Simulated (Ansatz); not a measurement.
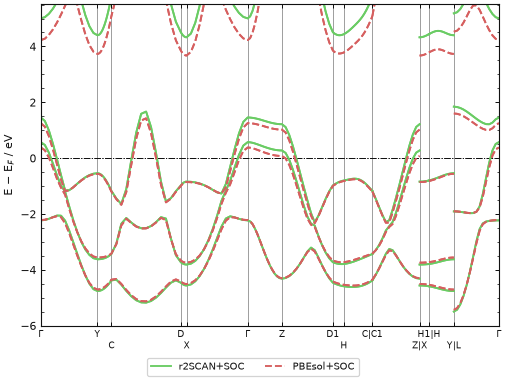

Band structures of I, space group Fmmm, 1 atom in the primitive cell (a = 4.57 Å, b = 4.48 Å, c = 3.23 Å, α = 70.58°, β = 67.69°, γ = 41.73°), by two methods on the same cell. Each is counted from its own Fermi level.

> How do the methods compare?

Both give a metal. Levels within 1 eV of the Fermi level in either run differ by 0.08 eV on average and by 0.22 eV at most (between C and D).

Settings. r2SCAN+SOC: Ansatz PAW, spin-orbit coupling, no magnetisation, 7×7×7 k mesh, 500 eV cutoff, Fermi-Dirac smearing of 0.05 eV (Ansatz). PBEsol+SOC: Ansatz PAW, spin-orbit coupling, no magnetisation, 9×9×9 k mesh, 420 eV cutoff, Fermi-Dirac smearing of 0.05 eV (Ansatz 0.2.0).

In reduced coordinates of the cell that was run, Y is (0.5, 0, 0.5), C is (0.5, 0.114, 0.614), D is (0.05, 0.5, 0.55), X is (0, 0.5, 0.5), Z is (0.5, 0.5, 0), D1 is (0.95, 0.5, 0.45), H is (0.862, 0.362, 0.5), C1 is (0.5, 0.886, 0.386), H1 is (0.138, 0.638, 0.5) and L is (0.5, 0.5, 0.5). Bands are joined in order of energy. The PAW data sets were made with another functional. r2SCAN+SOC: the k mesh is thin for a metal, so its Fermi level is uncertain.
